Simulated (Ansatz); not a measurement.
# How PbS (Galena) absorbs and reflects light, part 2 of 2

What colour and refractive index does PbS (Galena) have at this level of theory? The cell comes from an older database entry, whose edges can differ from later determinations, mostly by under a per cent.

Ansatz 0.2.0; DFT, PBE, plane-wave PAW, default files, scalar-relativistic, independent-particle optical response without local fields.

So far. Step 2 (Ground state and bands): There is a gap, 0.36 eV on the path, so no carriers' term is needed. The cell is left with a pressure of 2.2 GPa, as it stands unrelaxed at this level.

The database entry behind the starting cell differs from later determinations by our own check (about 0.1 % short), so it need not match the best structure at ambient conditions.

## Step 3: Spectrum (continued)

Table of loss function −Im 1/ε at q → 0, any direction by energy loss; read off at these points:

```
energy loss (eV)  loss function −Im 1/ε at q → 0, any direction
             0.0                                              0
             1.0                                        0.00689
             2.0                                         0.0160
             3.0                                         0.0257
             4.0                                         0.0618
             5.0                                         0.0985
             6.0                                          0.200
             7.0                                          0.306
             7.8                                          0.476
             8.0                                          0.399
             9.0                                          0.326
            10.0                                          0.373
            11.0                                          0.439
            12.0                                          0.532
            13.0                                          0.482
            14.0                                           1.34
            15.0                                           2.55
            15.3                                           2.71
            16.0                                           2.52
            17.0                                           1.02
            18.0                                          0.534
            19.0                                          0.814
            20.0                                          0.926
```

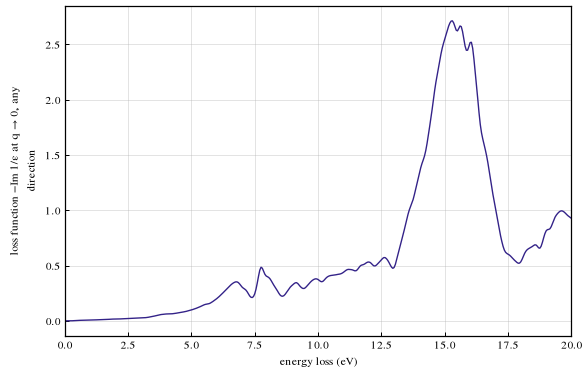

Loss function −Im 1/ε at q → 0, any direction against energy loss.

Values under 1 per cm are given as 1. Absorption coefficient, any direction against photon energy:

```csv
photon energy (eV),"absorption coefficient, any direction (1/cm)"
0.00,1
1.00,31267
2.00,2.2e5
3.00,1.2e6
4.00,1.3e6
5.00,1.3e6
6.00,1.1e6
7.00,9.4e5
8.00,8.9e5
9.00,1.3e6
10.00,1.3e6
11.00,1.4e6
12.00,1.3e6
13.00,1.4e6
14.00,9.9e5
15.00,7.1e5
16.00,5.2e5
17.00,3.1e5
18.00,4.1e5
19.00,7.4e5
20.00,6.5e5
```

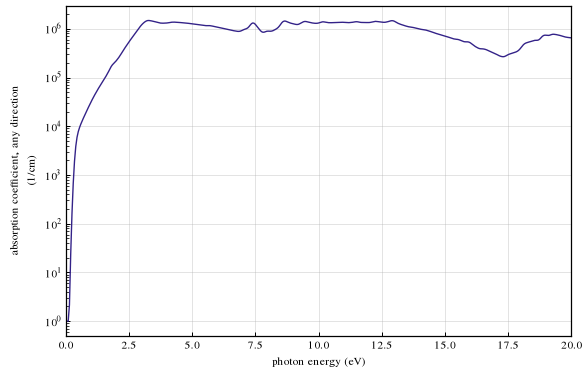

Absorption coefficient, any direction, plotted against photon energy.

The reflectivity at normal incidence, any direction has structure finer than the step of the table below, so its rows give means over 1 eV, whole bins alone (the curve runs from 0 to 20 eV). Peaks (eV: height): 3.3: 65.8, 7.5: 44.9, 8.8: 36.9, 13.1: 50.8.

Reflectivity at normal incidence, any direction against photon energy; means over each step:

```csv
photon energy (eV),"reflectivity at normal incidence, any direction (%)"
1,40.5
2,46.8
3,60.2
4,61.1
5,58.5
6,46.9
7,31.7
8,25.6
9,33.0
10,33.7
11,33.2
12,35.2
13,44.0
14,37.6
15,25.2
16,13.6
17,4.98
18,2.02
19,4.14
```

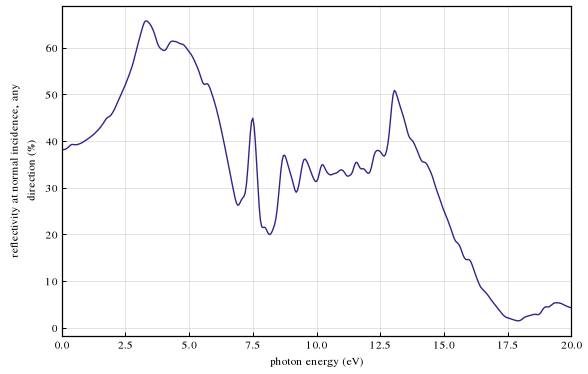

Reflectivity at normal incidence, any direction against photon energy.

At chosen wavelengths:

| wavelength (nm) | n | k | R (%) | 1/α |
| --- | --- | --- | --- | --- |
| 1064 | 4.53 | 0.386 | 41.0 | 219 nm |
| 633 | 4.95 | 1.050 | 45.7 | 48 nm |
| 532 | 5.28 | 1.675 | 50.0 | 25 nm |
| 365 | 2.73 | 4.208 | 65.5 | 6.9 nm |
| 308 | 1.93 | 3.232 | 59.4 | 7.6 nm |
| 248 | 1.08 | 2.496 | 59.1 | 7.9 nm |
| 193 | 0.90 | 1.484 | 38.2 | 10 nm |

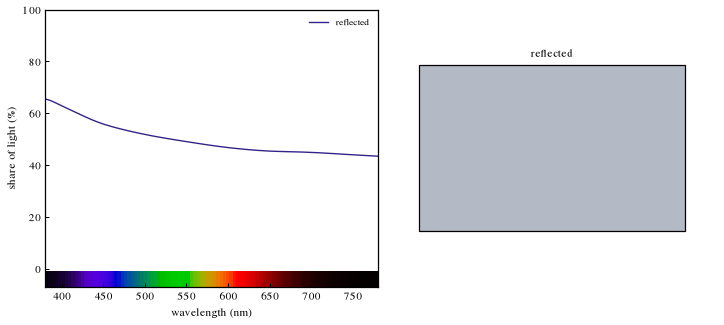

Light reflected across the visible range, with the colour that it makes of daylight (sRGB).

In reflection the computed colour is faintly blue: x = 0.298, y = 0.314, luminous reflectivity 49 %.

The f-sum over the summed bands holds 17.0 of the cell's 20 electrons outside the frozen cores, 12 of which lie in bands more than 12 eV below the Fermi level, whose transitions come at higher energies. Up to 20 eV the strength has a mean oscillator energy of 4.0 eV, well above the main peak, so higher transitions carry much of it.

## Step 4: What came out

```
gap on the path                                                                                                                                     : 0.358 eV
least direct gap on the path                                                                                                                        : 0.358 eV
electronic dielectric constant ε∞, mean over x, y and z (by symmetry where fewer were run) (independent particles)                                  : 17.9
absorption onset, first axis (α over 10⁴ cm⁻¹, or the direct gap if that lies higher)                                                               : 0.567 eV
main peak of Im epsilon, first axis                                                                                                                 : 3.02 eV
centre of weight of the strongest loss peak in the window, first axis                                                                               : 15.4 eV
photocurrent from vertical transitions in a film 500 nm thick on a perfect mirror (two passes), AM1.5G, no front reflection, all carriers collected : 62.9 mA/cm²
```

At this level (PBE, independent particles) PbS has ε∞ = 17.9 and n = 4.39 at 1550 nm; absorption sets in near 0.6 eV, and Im ε peaks at 3.0 eV. The gap on the path is direct, 0.36 eV. The absorption coefficient passes 10⁴ cm⁻¹ at 0.57 eV, in the infrared, so it absorbs across the visible. The strongest loss structure up to 20 eV has its centre of weight at 15.4 eV; a free-electron gas of the 17.0 electrons in the f-sum would put its plasmon at 21.2 eV. Distinct maxima of Im ε, read by a parabola through the highest points, lie at 3.02 eV (38), 7.31 eV (4.3) and 8.56 eV (4.4). The f-sum over the summed bands holds 17.0 of the cell's 20 electrons outside the frozen cores, 12 of which lie in bands more than 12 eV below the Fermi level, whose transitions come at higher energies. Up to 20 eV the strength has a mean oscillator energy of 4.0 eV, well above the main peak, so higher transitions carry much of it. In reflection the computed colour is faintly blue: x = 0.298, y = 0.314, luminous reflectivity 49 %. Excitons and phonon-assisted transitions are missing, and so are local fields; PBE gaps are as a rule too small, which pulls the onset down and ε∞ up, while the missing spin-orbit coupling works the other way with such heavy atoms. In the base run ε includes the program's bounded estimate of what the bands above those summed add. Spin-orbit coupling is left out although heavy atoms are present.

[Logs are printed without paths, hosts, clocks, repeated set-up lines and the standing remarks that a program may print on its own settings, such as how far it seeks lower states.]

[Hosts, paths, dates, database ids (printed as entryN), source tags and the programs' standing remarks are cut or masked in the printed files.]
